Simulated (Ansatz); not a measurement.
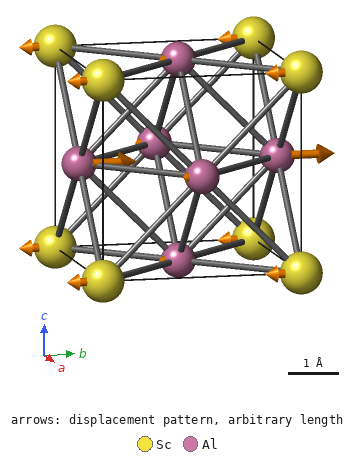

The lowest optical mode of a crystal of ScAl3, space group Pm-3m (No. 221), at the zone centre. Displacements are drawn as orange arrows; their common scale and sign are arbitrary. The picture is a ball-and-stick view of the cell of the calculation, seen slightly off an axis.

All numbers below come from DFT PBE, scalar-relativistic, plane waves, PAW in Ansatz 0.2.0.

Input
```yaml
crystal:
  lattice:
    - [4.1080527044, 0.0, 0.0]
    - [0.0, 4.1080527044, 0.0]
    - [0.0, 0.0, 4.1080527044]
  atoms:
    - { symbol: Sc, position: [0.0, 0.0, 0.0] }
    - { symbol: Al, position: [0.5, 0.0, 0.5] }
    - { symbol: Al, position: [0.0, 0.5, 0.5] }
    - { symbol: Al, position: [0.5, 0.5, 0.0] }
basis:
  ecutwfc: 420
kpoints:
  mp_grid: { grid: [12, 12, 12] }
hamiltonian:
  xc: pbe
scf:
  occupations: { method: fermi_dirac, width: 0.15 }
output:
  eigenvalues: true
phonons:
  method: dfpt
  eigenvectors: true
  qmesh: [2, 2, 2]
  temperatures: { t_max: 1000, t_step: 100 }
  qpath:
    path:
      - [[0.0, 0.0, 0.0], [0.0, 0.5, 0.0], [0.5, 0.5, 0.0], [0.0, 0.0, 0.0], [0.5, 0.5, 0.5], [0.0, 0.5, 0.0]]
      - [[0.5, 0.5, 0.5], [0.5, 0.5, 0.0]]
    npoints: 8
```

Run as
```bash
ansatz run input.yaml --threads 1 --pin off --max-ram 2560MiB --backend cpu --events-out ev --progress --plain --runs-dir out
```

The frequencies depend somewhat on the k-mesh and the smearing.

**Is the structure stable against all modes at this point?**

Yes: this softest mode has a real frequency, and so have all others here. That speaks for this wave vector alone: the rest of the zone wasn't checked in this run. This is the T₁u mode (triply degenerate; one member of the set is drawn) at 230 cm⁻¹, the lowest optical level, infrared-active by symmetry. All motion is along b; the kinetic energy is shared as Al 76 %, Sc 24 %. The crystal is a metal, so free carriers screen the infrared response.
